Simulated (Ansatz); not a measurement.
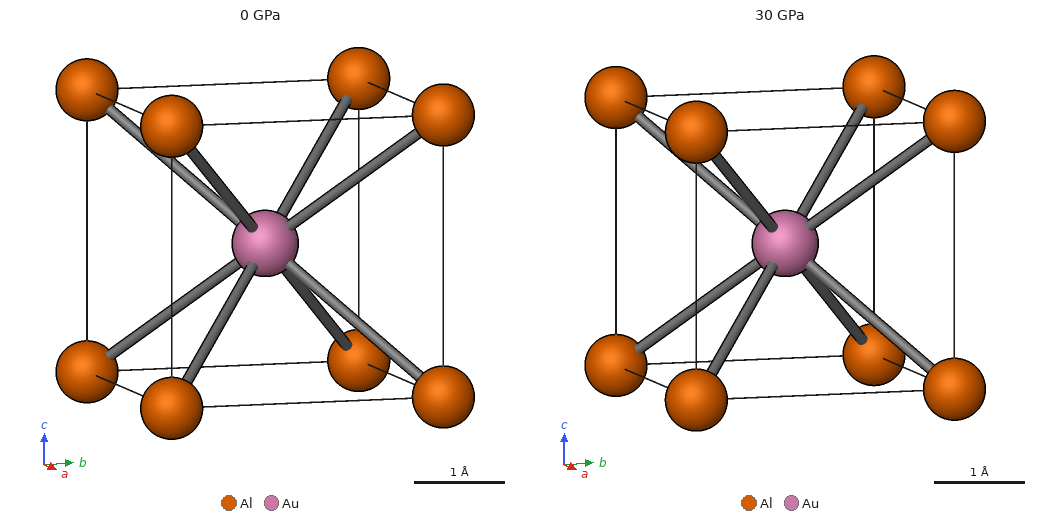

AlAu, caesium chloride (CsCl, B2) type, space group Pm-3m (No. 221), relaxed (cell and atoms) under a series of hydrostatic pressures; the conventional cell is drawn at the lowest and the highest, to one scale (sticks follow a distance rule). The start was a structure listed in the Materials Project. It needn't be the stable form of this composition.

Alike in all runs: Ansatz 0.2.0; functional PBEsol; potentials Ansatz PAW; cutoff 420 eV; k mesh 8 × 8 × 8 on the run's cell of 2 atoms; occupations fermi-dirac, width 0.05 eV; no spin polarisation; no spin-orbit coupling.

| pressure (GPa) | volume (Å³/atom) | a (Å) |
| --- | --- | --- |
| 0.0 | 16.017 | 3.176 |
| 2.0 | ? | ? |
| 5.0 | 15.457 | 3.138 |
| 10.0 | 15.000 | 3.107 |
| 20.0 | 14.284 | 3.057 |
| 30.0 | 13.727 | 3.017 |

> Fit a third-order Birch-Murnaghan equation to the rows given and use it to fill in the volume that is left out.

The fit gives V0 = 16.01 Å³/atom, B0 = 128 GPa and B0′ = 5.5, which puts the volume at 2.0 GPa at 15.78 Å³/atom. The run gave volume 15.778 Å³/atom; a 3.160 Å.

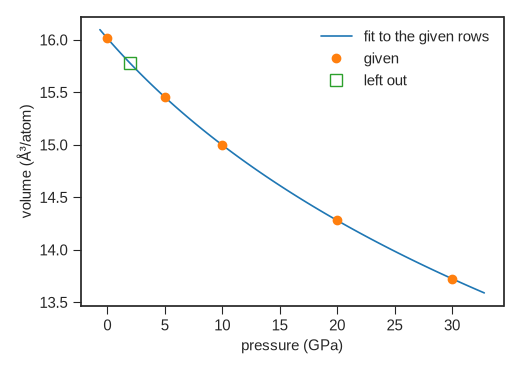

Volume against pressure, with the fit. The structure was kept in its own symmetry, so a change to another phase within this range wouldn't be seen.

Caveat: the plane-wave basis is chosen anew once the cell has moved, so the energies of steps on either side of that aren't comparable; spin-orbit coupling is left out, which matters for Au, if less for volumes and forces than for levels.
